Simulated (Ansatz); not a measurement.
Input file:

```
crystal:
  lattice:
    - [3.8681707509, 0.0, 0.0]
    - [0.0, 5.0672768617, 0.0]
    - [0.0, 0.0, 24.6704268772]
  atoms:
    - { symbol: Sn, position: [0.0, 0.2287361955, 0.3040077108] }
    - { symbol: O, position: [0.5, 0.0, 0.3040077108] }
    - { symbol: Sn, position: [0.5, 0.7712638045, 0.3824046265] }
    - { symbol: O, position: [0.0, 0.0, 0.3824046265] }
    - { symbol: Sn, position: [0.0, 0.2287361955, 0.4608015422] }
    - { symbol: O, position: [0.5, 0.0, 0.4608015422] }
    - { symbol: Sn, position: [0.5, 0.7712638045, 0.5391984578] }
    - { symbol: O, position: [0.0, 0.0, 0.5391984578] }
    - { symbol: Sn, position: [0.0, 0.2287361955, 0.6175953735] }
    - { symbol: O, position: [0.5, 0.0, 0.6175953735] }
    - { symbol: Sn, position: [0.5, 0.7712638045, 0.6959922892] }
    - { symbol: O, position: [0.0, 0.0, 0.6959922892] }
basis:
  ecutwfc: 420
kpoints:
  mp_grid: { grid: [9, 7, 1] }
hamiltonian:
  xc: pbe
scf:
  occupations: { method: gaussian, width: 0.05 }
output:
  forces: true
  stress: true
  eigenvalues: true
  write_density: true
  write_potential: true
  elf: true
  volumetric_format: npy
efield:
  axis: 3
  dipole_correction: true
  ramp_width: 0.04
```

Command:

```sh
ansatz run input.yaml --threads 1 --pin off --max-ram 2560MiB --backend cpu --events-out ev --progress --plain --runs-dir out
```

Not relaxed (largest force 1.1 eV/Å).

Method: DFT PBE, scalar-relativistic, plane waves, PAW in Ansatz 0.2.0.

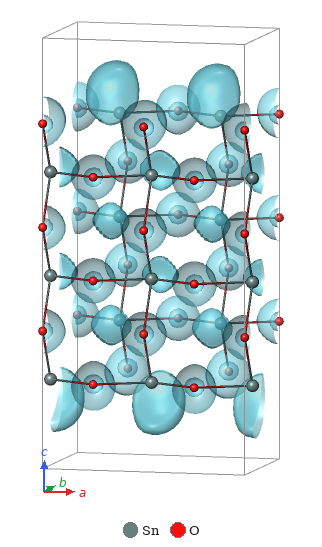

SnO (slab). Isosurface of the ELF at 0.7 (cyan), seen slightly off an axis. Core shells and regions of very low density are left out. Sticks mark near contacts.

In a PAW calculation such maps are meaningful between the atoms, not at the nuclei.

Q: Where are the electrons localised?

A: At this value the surface marks out six lobes on Sn, pointing away from the bonds (lone pairs) and six regions wrapped around O (the valence shell of each), counted in one cell of 12 atoms. Counts are for one cell; the picture repeats the cell along the surface.

Values along the shortest contacts:
Sn–O (2.25 Å): the ELF peaks at about 0.85 in the valence shell of O, 0.6 Å from its nucleus, and is about 0.25 at the midpoint (no localised pair shows between them).

Q: Metal or insulator at this level of theory?

A: It is gapped, with a Kohn–Sham gap of 0.83 eV on the k-point mesh (the band edges may lie off the mesh, which would make the gap smaller).
